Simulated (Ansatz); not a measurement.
Read the following structure.

```
W C
1.0
     3.07005    0.00000    0.00000
    -1.53502    2.65874    0.00000
     0.00000    0.00000    4.67843
W C
2 1
Direct
  0.33333 0.66667 0.74633
  0.66667 0.33333 0.25367
  0.00000 0.00000 0.00000
```

Question: What crystal do these data define?

Answer: The solid is W2C. The lattice is primitive hexagonal and the space group P-3m1 (No. 164). The cell has 3 atoms, namely 2 W, 1 C. By contacts within bonding range, the coordination numbers are W 9 and C 6. Not all metal-metal contacts are counted.

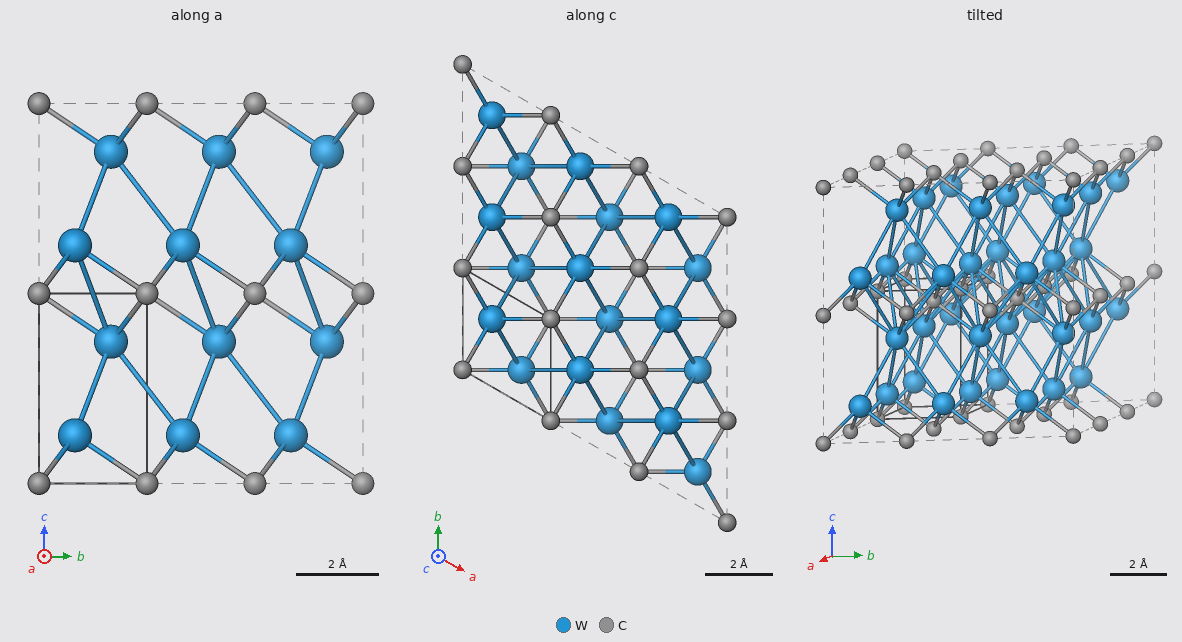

The figure gives a ball-and-stick picture of the atoms, viewed along the a axis, along the c axis and slightly off an axis. The picture spans 3×3×2 cells, one conventional unit cell being drawn with solid lines. Colours: tungsten blue, carbon grey.

Source of the structure: a structure listed in the Materials Project. Earlier steps of the study may have refined or changed the cell and positions. It was set up as input for a calculation with Ansatz.
